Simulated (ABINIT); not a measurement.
**Run report: TiB₂, single-point calculation (part 2 of 2)**

Continued. System: TiB₂ (P6/mmm, 3 atoms in the cell). Method: Kohn-Sham DFT of a periodic cell, LDA, JTH PAW LDA v2.0, no spin polarisation (ABINIT 10.8.3); cutoff 408.17 eV, 6×6×5 k-mesh, fermi-dirac of 0.05 eV. The structure derives from an entry of the Crystallography Open Database.

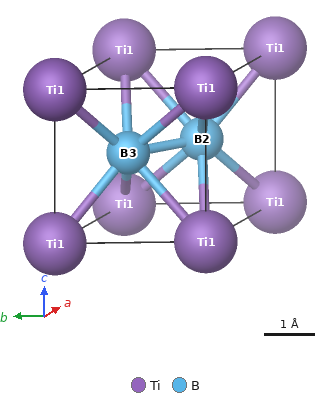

The structure (ball-and-stick view of the cell of the calculation, seen at an oblique angle; atoms are numbered from 1 in the order of the input).

The program's output, continued
```
 cartesian forces (eV/Angstrom) at end:
    1      0.00000000000000    -0.00000000000000    -0.00000000000000
    2      0.00000000000000    -0.00000000000000    -0.00000000000000
    3     -0.00000000000000     0.00000000000000    -0.00000000000000
 frms,max,avg= 1.9565785E-27 4.3058778E-27   0.000E+00  0.000E+00  0.000E+00 e/A
 length scales=  5.724358376700  5.724358376600  6.100791820700 bohr
              =  3.029199997936  3.029199997883  3.228399997788 angstroms
 Fermi (or HOMO) energy (hartree) =   0.35754   Average Vxc (hartree)=  -0.46033
 Eigenvalues (hartree) for nkpt=  21  k points:
 kpt#   1, nband= 13, wtk=  0.00556, kpt=  0.0000  0.0000  0.0000 (reduced coord)
  -1.70805   -0.85166   -0.83851   -0.83851   -0.12774    0.26677    0.26677    0.27887
   0.28387    0.43089    0.43089    0.49609    0.49609
      occupation numbers for kpt#   1
   2.00000    2.00000    2.00000    2.00000    2.00000    2.00000    2.00000    2.00000
   2.00000    0.00000    0.00000    0.00000    0.00000
 kpt#   2, nband= 13, wtk=  0.03333, kpt=  0.1667  0.0000  0.0000 (reduced coord)
  -1.70753   -0.85100   -0.84245   -0.83941   -0.10838    0.21786    0.26305    0.26539
   0.29212    0.42557    0.45060    0.46061    0.46172
      occupation numbers for kpt#   2
   2.00000    2.00000    2.00000    2.00000    2.00000    2.00000    2.00000    2.00000
   2.00000    0.00000    0.00000    0.00000    0.00000
 kpt#   3, nband= 13, wtk=  0.03333, kpt=  0.3333  0.0000  0.0000 (reduced coord)
  -1.70647   -0.85013   -0.84969   -0.84118   -0.05437    0.12207    0.24886    0.25084
   0.28935    0.41546    0.44870    0.45543    0.49281
      occupation numbers for kpt#   3
   2.00000    2.00000    2.00000    2.00000    2.00000    2.00000    2.00000    2.00000
   2.00000    0.00000    0.00000    0.00000    0.00000
 kpt#   4, nband= 13, wtk=  0.01667, kpt=  0.5000  0.0000  0.0000 (reduced coord)
  -1.70594   -0.85389   -0.84903   -0.84207    0.02142    0.03013    0.24340    0.24369
   0.27893    0.41066    0.46320    0.48008    0.48641
      occupation numbers for kpt#   4
   2.00000    2.00000    2.00000    2.00000    2.00000    2.00000    2.00000    2.00000
   2.00000    0.00000    0.00000    0.00000    0.00000
 kpt#   5, nband= 13, wtk=  0.03333, kpt=  0.1667  0.1667  0.0000 (reduced coord)
  -1.70674   -0.85002   -0.84750   -0.84150   -0.07165    0.16431    0.21418    0.25496
   0.32464    0.39924    0.41842    0.46596    0.51345
      occupation numbers for kpt#   5
   2.00000    2.00000    2.00000    2.00000    2.00000    2.00000    2.00000    2.00000
   2.00000    0.00000    0.00000    0.00000    0.00000
 kpt#   6, nband= 13, wtk=  0.06667, kpt=  0.3333  0.1667  0.0000 (reduced coord)
  -1.70594   -0.85193   -0.84903   -0.84411   -0.00456    0.08222    0.17264    0.25533
   0.34564    0.36055    0.42695    0.47401    0.55357
      occupation numbers for kpt#   6
   2.00000    2.00000    2.00000    2.00000    2.00000    2.00000    2.00000    2.00000
   1.99692    0.32496    0.00000    0.00000    0.00000
 kpt#   7, nband= 13, wtk=  0.01111, kpt=  0.3333  0.3333  0.0000 (reduced coord)
  -1.70567   -0.84922   -0.84922   -0.84870    0.06272    0.06272    0.09346    0.29355
   0.29355    0.41269    0.41269    0.43426    0.61609
      occupation numbers for kpt#   7
   2.00000    2.00000    2.00000    2.00000    2.00000    2.00000    2.00000    2.00000
   2.00000    0.00000    0.00000    0.00000    0.00000
 kpt#   8, nband= 13, wtk=  0.01111, kpt=  0.0000  0.0000  0.2000 (reduced coord)
  -1.70786   -0.85431   -0.83830   -0.83830   -0.10870    0.18569    0.28205    0.28205
   0.35909    0.39564    0.39564    0.46489    0.46489
      occupation numbers for kpt#   8
   2.00000    2.00000    2.00000    2.00000    2.00000    2.00000    2.00000    2.00000
   0.60144    0.00000    0.00000    0.00000    0.00000
 kpt#   9, nband= 13, wtk=  0.06667, kpt=  0.1667  0.0000  0.2000 (reduced coord)
  -1.70733   -0.85357   -0.84218   -0.83917   -0.09120    0.19550    0.22685    0.26552
   0.33261    0.39563    0.41227    0.47797    0.47805
      occupation numbers for kpt#   9
   2.00000    2.00000    2.00000    2.00000    2.00000    2.00000    2.00000    2.00000
   2.00000    0.00000    0.00000    0.00000    0.00000
 kpt#  10, nband= 13, wtk=  0.06667, kpt=  0.3333  0.0000  0.2000 (reduced coord)
  -1.70628   -0.85211   -0.84975   -0.84091   -0.04255    0.12352    0.22674    0.23484
   0.29452    0.42302    0.42421    0.47763    0.51070
      occupation numbers for kpt#  10
   2.00000    2.00000    2.00000    2.00000    2.00000    2.00000    2.00000    2.00000
   2.00000    0.00000    0.00000    0.00000    0.00000
 kpt#  11, nband= 13, wtk=  0.03333, kpt=  0.5000  0.0000  0.2000 (reduced coord)
  -1.70575   -0.85347   -0.85134   -0.84178    0.02252    0.03997    0.22151    0.24622
   0.27197    0.43285    0.45050    0.46545    0.52612
      occupation numbers for kpt#  11
   2.00000    2.00000    2.00000    2.00000    2.00000    2.00000    2.00000    2.00000
   2.00000    0.00000    0.00000    0.00000    0.00000
 kpt#  12, nband= 13, wtk=  0.06667, kpt=  0.1667  0.1667  0.2000 (reduced coord)
  -1.70655   -0.85247   -0.84715   -0.84123   -0.05816    0.16822    0.19984    0.22645
   0.34086    0.36288    0.45481    0.46952    0.50948
      occupation numbers for kpt#  12
   2.00000    2.00000    2.00000    2.00000    2.00000    2.00000    2.00000    2.00000
   1.99977    0.10378    0.00000    0.00000    0.00000
 kpt#  13, nband= 13, wtk=  0.13333, kpt=  0.3333  0.1667  0.2000 (reduced coord)
  -1.70575   -0.85158   -0.85130   -0.84380    0.00183    0.08496    0.17154    0.24571
   0.29528    0.40986    0.46057    0.46770    0.54127
      occupation numbers for kpt#  13
   2.00000    2.00000    2.00000    2.00000    2.00000    2.00000    2.00000    2.00000
   2.00000    0.00000    0.00000    0.00000    0.00000
 kpt#  14, nband= 13, wtk=  0.02222, kpt=  0.3333  0.3333  0.2000 (reduced coord)
  -1.70549   -0.85098   -0.84884   -0.84884    0.05910    0.05910    0.11230    0.27221
   0.27221    0.44144    0.44796    0.44796    0.58650
      occupation numbers for kpt#  14
   2.00000    2.00000    2.00000    2.00000    2.00000    2.00000    2.00000    2.00000
   2.00000    0.00000    0.00000    0.00000    0.00000
 kpt#  15, nband= 13, wtk=  0.01111, kpt=  0.0000  0.0000  0.4000 (reduced coord)
  -1.70754   -0.85852   -0.83795   -0.83795   -0.06610    0.10099    0.32419    0.32419
   0.35995    0.35995    0.39970    0.39970    0.41224
      occupation numbers for kpt#  15
   2.00000    2.00000    2.00000    2.00000    2.00000    2.00000    2.00000    2.00000
   0.42415    0.42415    0.00000    0.00000    0.00000
 kpt#  16, nband= 13, wtk=  0.06667, kpt=  0.1667  0.0000  0.4000 (reduced coord)
  -1.70702   -0.85766   -0.84174   -0.83880   -0.05469    0.12300    0.24134    0.26540
   0.34183    0.39164    0.41465    0.44366    0.45253
      occupation numbers for kpt#  16
   2.00000    2.00000    2.00000    2.00000    2.00000    2.00000    2.00000    2.00000
   1.99961    0.00000    0.00000    0.00000    0.00000
 kpt#  17, nband= 13, wtk=  0.06667, kpt=  0.3333  0.0000  0.4000 (reduced coord)
  -1.70597   -0.85592   -0.84916   -0.84048   -0.02242    0.13614    0.18475    0.21374
   0.28719    0.43294    0.43791    0.49611    0.50580
      occupation numbers for kpt#  17
   2.00000    2.00000    2.00000    2.00000    2.00000    2.00000    2.00000    2.00000
   2.00000    0.00000    0.00000    0.00000    0.00000
 kpt#  18, nband= 13, wtk=  0.03333, kpt=  0.5000  0.0000  0.4000 (reduced coord)
  -1.70545   -0.85504   -0.85279   -0.84131    0.01089    0.07994    0.19566    0.23336
   0.24991    0.44316    0.46920    0.51671    0.53113
      occupation numbers for kpt#  18
   2.00000    2.00000    2.00000    2.00000    2.00000    2.00000    2.00000    2.00000
   2.00000    0.00000    0.00000    0.00000    0.00000
 kpt#  19, nband= 13, wtk=  0.06667, kpt=  0.1667  0.1667  0.4000 (reduced coord)
  -1.70624   -0.85636   -0.84661   -0.84079   -0.03262    0.16112    0.17474    0.21183
   0.30321    0.41576    0.44206    0.47125    0.50554
      occupation numbers for kpt#  19
   2.00000    2.00000    2.00000    2.00000    2.00000    2.00000    2.00000    2.00000
   2.00000    0.00000    0.00000    0.00000    0.00000
 kpt#  20, nband= 13, wtk=  0.13333, kpt=  0.3333  0.1667  0.4000 (reduced coord)
  -1.70545   -0.85505   -0.85088   -0.84329    0.00763    0.09692    0.17345    0.22345
   0.26372    0.44516    0.47201    0.50144    0.53007
      occupation numbers for kpt#  20
   2.00000    2.00000    2.00000    2.00000    2.00000    2.00000    2.00000    2.00000
   2.00000    0.00000    0.00000    0.00000    0.00000
 kpt#  21, nband= 13, wtk=  0.02222, kpt=  0.3333  0.3333  0.4000 (reduced coord)
  -1.70519   -0.85461   -0.84824   -0.84824    0.05287    0.05287    0.14744    0.25103
   0.25103    0.45177    0.50101    0.50101    0.54427
      occupation numbers for kpt#  21
   2.00000    2.00000    2.00000    2.00000    2.00000    2.00000    2.00000    2.00000
   2.00000    0.00000    0.00000    0.00000    0.00000
 Fermi (or HOMO) energy (eV) =   9.72911   Average Vxc (eV)= -12.52630
 Eigenvalues (   eV  ) for nkpt=  21  k points:
 kpt#   1, nband= 13, wtk=  0.00556, kpt=  0.0000  0.0000  0.0000 (reduced coord)
 -46.47854  -23.17474  -22.81701  -22.81701   -3.47611    7.25907    7.25907    7.58833
   7.72442   11.72506   11.72506   13.49940   13.49940
 kpt#   2, nband= 13, wtk=  0.03333, kpt=  0.1667  0.0000  0.0000 (reduced coord)
 -46.46423  -23.15691  -22.92418  -22.84138   -2.94912    5.92818    7.15803    7.22176
   7.94896   11.58024   12.26145   12.53395   12.56394
 kpt#   3, nband= 13, wtk=  0.03333, kpt=  0.3333  0.0000  0.0000 (reduced coord)
 -46.43545  -23.13335  -23.12113  -22.88976   -1.47950    3.32161    6.77191    6.82569
   7.87369   11.30535   12.20963   12.39298   13.41003
 kpt#   4, nband= 13, wtk=  0.01667, kpt=  0.5000  0.0000  0.0000 (reduced coord)
 -46.42099  -23.23552  -23.10316  -22.91378    0.58279    0.81976    6.62319    6.63111
   7.58996   11.17449   12.60426   13.06354   13.23594
 kpt#   5, nband= 13, wtk=  0.03333, kpt=  0.1667  0.1667  0.0000 (reduced coord)
 -46.44266  -23.13010  -23.06155  -22.89840   -1.94969    4.47111    5.82822    6.93792
   8.83390   10.86377   11.38586   12.67948   13.97171
 kpt#   6, nband= 13, wtk=  0.06667, kpt=  0.3333  0.1667  0.0000 (reduced coord)
 -46.42100  -23.18214  -23.10320  -22.96938   -0.12413    2.23742    4.69786    6.94783
   9.40540    9.81111   11.61801   12.89856   15.06329
 kpt#   7, nband= 13, wtk=  0.01111, kpt=  0.3333  0.3333  0.0000 (reduced coord)
 -46.41376  -23.10834  -23.10834  -23.09425    1.70661    1.70661    2.54321    7.98800
   7.98800   11.22992   11.22992   11.81670   16.76469
 kpt#   8, nband= 13, wtk=  0.01111, kpt=  0.0000  0.0000  0.2000 (reduced coord)
 -46.47318  -23.24692  -22.81122  -22.81122   -2.95779    5.05277    7.67509    7.67509
   9.77131   10.76581   10.76581   12.65038   12.65038
 kpt#   9, nband= 13, wtk=  0.06667, kpt=  0.1667  0.0000  0.2000 (reduced coord)
 -46.45893  -23.22694  -22.91677  -22.83507   -2.48161    5.31979    6.17300    7.22530
   9.05068   10.76556   11.21835   13.00631   13.00853
 kpt#  10, nband= 13, wtk=  0.06667, kpt=  0.3333  0.0000  0.2000 (reduced coord)
 -46.43030  -23.18697  -23.12279  -22.88242   -1.15790    3.36102    6.16989    6.39044
   8.01419   11.51084   11.54347   12.99707   13.89685
 kpt#  11, nband= 13, wtk=  0.03333, kpt=  0.5000  0.0000  0.2000 (reduced coord)
 -46.41591  -23.22409  -23.16627  -22.90592    0.61282    1.08771    6.02748    6.70007
   7.40077   11.77839   12.25873   12.66548   14.31647
 kpt#  12, nband= 13, wtk=  0.06667, kpt=  0.1667  0.1667  0.2000 (reduced coord)
 -46.43748  -23.19690  -23.05207  -22.89108   -1.58250    4.57752    5.43785    6.16190
   9.27532    9.87438   12.37610   12.77640   13.86372
 kpt#  13, nband= 13, wtk=  0.13333, kpt=  0.3333  0.1667  0.2000 (reduced coord)
 -46.41592  -23.17258  -23.16502  -22.96087    0.04974    2.31188    4.66794    6.68604
   8.03486   11.15297   12.53287   12.72664   14.72874
 kpt#  14, nband= 13, wtk=  0.02222, kpt=  0.3333  0.3333  0.2000 (reduced coord)
 -46.40873  -23.15623  -23.09818  -23.09818    1.60812    1.60812    3.05578    7.40719
   7.40719   12.01218   12.18958   12.18958   15.95937
 kpt#  15, nband= 13, wtk=  0.01111, kpt=  0.0000  0.0000  0.4000 (reduced coord)
 -46.46449  -23.36161  -22.80184  -22.80184   -1.79878    2.74821    8.82161    8.82161
   9.79474    9.79474   10.87627   10.87627   11.21757
 kpt#  16, nband= 13, wtk=  0.06667, kpt=  0.1667  0.0000  0.4000 (reduced coord)
 -46.45035  -23.33812  -22.90500  -22.82483   -1.48809    3.34687    6.56718    7.22192
   9.30154   10.65711   11.28308   12.07247   12.31407
 kpt#  17, nband= 13, wtk=  0.06667, kpt=  0.3333  0.0000  0.4000 (reduced coord)
 -46.42194  -23.29083  -23.10675  -22.87050   -0.60997    3.70460    5.02723    5.81607
   7.81483   11.78078   11.91620   13.49986   13.76342
 kpt#  18, nband= 13, wtk=  0.03333, kpt=  0.5000  0.0000  0.4000 (reduced coord)
 -46.40768  -23.26695  -23.20552  -22.89317    0.29633    2.17523    5.32419    6.35002
   6.80033   12.05890   12.76760   14.06034   14.45286
 kpt#  19, nband= 13, wtk=  0.06667, kpt=  0.1667  0.1667  0.4000 (reduced coord)
 -46.42906  -23.30270  -23.03732  -22.87918   -0.88761    4.38433    4.75500    5.76419
   8.25070   11.31344   12.02916   12.82327   13.75654
 kpt#  20, nband= 13, wtk=  0.13333, kpt=  0.3333  0.1667  0.4000 (reduced coord)
 -46.40769  -23.26704  -23.15361  -22.94709    0.20758    2.63721    4.71974    6.08038
   7.17606   12.11351   12.84393   13.64483   14.42402
 kpt#  21, nband= 13, wtk=  0.02222, kpt=  0.3333  0.3333  0.4000 (reduced coord)
 -46.40056  -23.25514  -23.08167  -23.08167    1.43867    1.43867    4.01206    6.83096
   6.83096   12.29319   13.63314   13.63316   14.81042
 Total charge density [el/Bohr^3]
)     Maximum=    1.4223E+00  at reduced coord.    0.0000    0.0000    0.0000
)Next maximum=    1.4003E+00  at reduced coord.    0.9667    0.9667    0.0000
)     Minimum=    2.5985E-02  at reduced coord.    0.0000    0.0000    0.5000
)Next minimum=    2.6079E-02  at reduced coord.    0.0000    0.0000    0.4688
   Integrated=    1.8000E+01

--- !EnergyTerms
iteration_state     : {dtset: 1, }
comment             : Components of total free energy in Hartree
kinetic             :  1.14288150028342E+01
hartree             :  1.14875320493393E+01
xc                  : -5.61298622307566E+00
Ewald energy        : -5.13087759299296E+01
psp_core            :  3.42463884568381E+00
local_psp           : -3.42172115917593E+01
PAW spherical_terms :  1.92227881043536E-01
internal            : -6.46057599658637E+01
'-kT*entropy'       : -2.29432945936037E-04
total_energy        : -6.46059893988097E+01
total_energy_eV     : -1.75801853133476E+03
...

--- !EnergyTermsDC
iteration_state     : {dtset: 1, }
comment             : '"Double-counting" decomposition of free energy'
band_energy         : -6.82591988040057E+00
Ewald energy        : -5.13087759299296E+01
psp_core            :  3.42463884568381E+00
xc_dc               : -1.04870487778790E+01
PAW spherical_terms :  5.91335579333313E-01
internal            : -6.46057701631921E+01
'-kT*entropy'       : -2.29432945936037E-04
total_energy_dc     : -6.46059995961381E+01
total_energy_dc_eV  : -1.75801880881821E+03
...

--- !EnergyTermsWithPAWCore
iteration_state     : {dtset: 1, }
comment             : 'Components of total free energy, including PAW core contributions'
Total energy        : -9.01372413989534E+02
Total energy DC     : -9.01372424186862E+02
Total energy (eV)   : -2.45275929085415E+04
Total energy DC (eV): -2.45275931860249E+04
...

 Cartesian components of stress tensor (hartree/bohr^3)
  sigma(1 1)=  3.13162720E-04  sigma(3 2)=  0.00000000E+00
  sigma(2 2)=  3.13162720E-04  sigma(3 1)=  0.00000000E+00
  sigma(3 3)=  4.44193249E-04  sigma(2 1)= -2.02666337E-13

-Cartesian components of stress tensor (GPa)         [Pressure= -1.0499E+01 GPa]
- sigma(1 1)=  9.21356532E+00  sigma(3 2)=  0.00000000E+00
- sigma(2 2)=  9.21356532E+00  sigma(3 1)=  0.00000000E+00
- sigma(3 3)=  1.30686166E+01  sigma(2 1)= -5.96264950E-09

== END DATASET(S) ==============================================================
================================================================================

 -outvars: echo values of variables after computation  --------
            acell      5.7243583767E+00  5.7243583766E+00  6.1007918207E+00 Bohr
           etotal     -6.4605999596E+01
            fcart      2.3519188055E-29 -5.8841508071E-29 -0.0000000000E+00
                       1.1759594028E-29 -2.4894484184E-29 -0.0000000000E+00
                      -3.5278782083E-29  8.3735992255E-29 -0.0000000000E+00
            rprim      1.0000000000E+00  0.0000000000E+00  0.0000000000E+00
                      -5.0000000000E-01  8.6602540380E-01  0.0000000000E+00
                       0.0000000000E+00  0.0000000000E+00  1.0000000000E+00
           strten      3.1316272006E-04  3.1316272004E-04  4.4419324929E-04
                       0.0000000000E+00  0.0000000000E+00 -2.0266633728E-13
           xangst      0.0000000000E+00  0.0000000000E+00  0.0000000000E+00
                       1.5145999990E+00  8.7445471712E-01  1.6141999989E+00
                       1.7638782603E-11  1.7489094342E+00  1.6141999989E+00
             xred      0.0000000000E+00  0.0000000000E+00  0.0000000000E+00
                       6.6666666667E-01  3.3333333333E-01  5.0000000000E-01
                       3.3333333333E-01  6.6666666667E-01  5.0000000000E-01
 Calculation completed.
```

The run was set up as follows.

The input
```
# Pseudopotentials
pp_dirpath "./"
pseudos "Ti.LDA_PW-JTH.xml, B.LDA_PW-JTH.xml"

# Structure
acell 5.7243583767 5.7243583766 6.1007918207
rprim
     1.0000000000     0.0000000000     0.0000000000
    -0.5000000000     0.8660254038     0.0000000000
     0.0000000000     0.0000000000     1.0000000000
ntypat 2
znucl 22 5
natom 3
typat 1 2 2
xcart
     0.0000000000     0.0000000000     0.0000000000
     1.5146000002     0.8744547176     1.6142000000
    -0.0000000002     1.7489094355     1.6142000000 Angstrom

# Plane-wave basis
ecut 15.0
pawecutdg 30.0

# k points
kptopt 1
ngkpt 6 6 5
nshiftk 1
shiftk 0.0 0.0 0.0

# Exchange and correlation
ixc 7

# Bands and occupations
nband 13
occopt 3
tsmear 0.05 eV

# SCF cycle
nstep 100
tolvrs 1.0e-9

# Output
iomode 3
prtwf 0
prtden 0
prteig 0
prtebands 0
enunit 2
prtvol 2
```

Launched with:
```bash
abinit run.abi > log 2>&1
```

Results in brief

| quantity | value |
| --- | --- |
| outcome | converged |
| space group (tolerance 0.01 Å) | P6/mmm (191) |
| electrons treated | 18 |
| free energy | −1758.0188 eV |
| Fermi energy | 9.729 eV |
| gap on the k-point mesh | none (metallic) |
| pressure | −10.50 GPa |
| largest force (length of the vector) | under 0.001 eV/Å |
| hardware | 1 thread of Intel Xeon (Sapphire Rapids), 16 GiB of memory available, shared host |
| wall time | 5.8 s |
| peak memory | 0.07 GiB |

The cell is under a tension of 10.5 GPa at this level, so it is not at its equilibrium volume.
